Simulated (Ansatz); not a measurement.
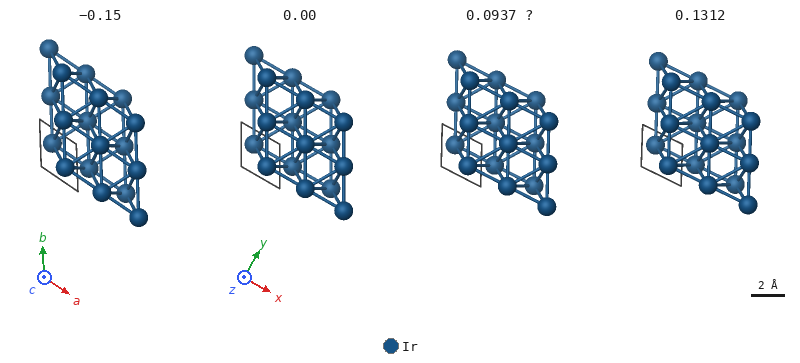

Energy scan for solid Ir (P6_3/mmc), in which the cell is strained in shear in the xy plane, with the atoms kept at their fractional coordinates. x, y and z are the Cartesian axes of the input. The picture is a ball-and-stick view of the cell of the calculation, repeated 3 × 3 × 2 with one cell outlined, seen along the c axis.

Computed with Ansatz, DFT PBE, scalar-relativistic, plane waves, PAW. Set-up: plane-wave cutoff 420 eV; k-point mesh 18 × 18 × 12; occupations gaussian; smearing width 0.02 eV; no spin polarisation. Energies (free energies at the smearing named) are counted from the cell as listed in its source, which wasn't relaxed.

| engineering shear strain | energy change (meV/atom) |
| --- | --- |
| −0.1500 | 200.1 |
| −0.0750 | 50.9 |
| 0.0000 | 0.0 |
| 0.0187 | 3.2 |
| 0.0375 | 12.9 |
| 0.0562 | 28.8 |
| 0.0937 | ? |
| 0.1125 | 114.2 |
| 0.1312 | 154.6 |

Fill in the missing row.

Answer. A straight line between the two neighbours gives 85.7 meV/atom. A cubic through the four nearest rows (0.0375, 0.0562, 0.1125, 0.1312) gives, with Lagrange weights, (−0.2012)(12.9) + (0.5018)(28.8) + (1.0009)(114.2) + (−0.3015)(154.6) = 79.5 meV/atom. The calculation gives 79.2 meV/atom, so the cubic is 0.3 meV/atom too high and the straight line 6.5 meV/atom too high, as the curve bends upwards here.

The whole profile:

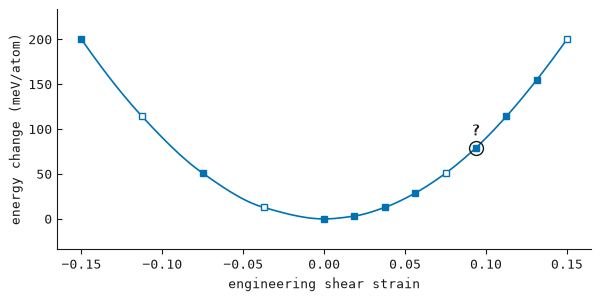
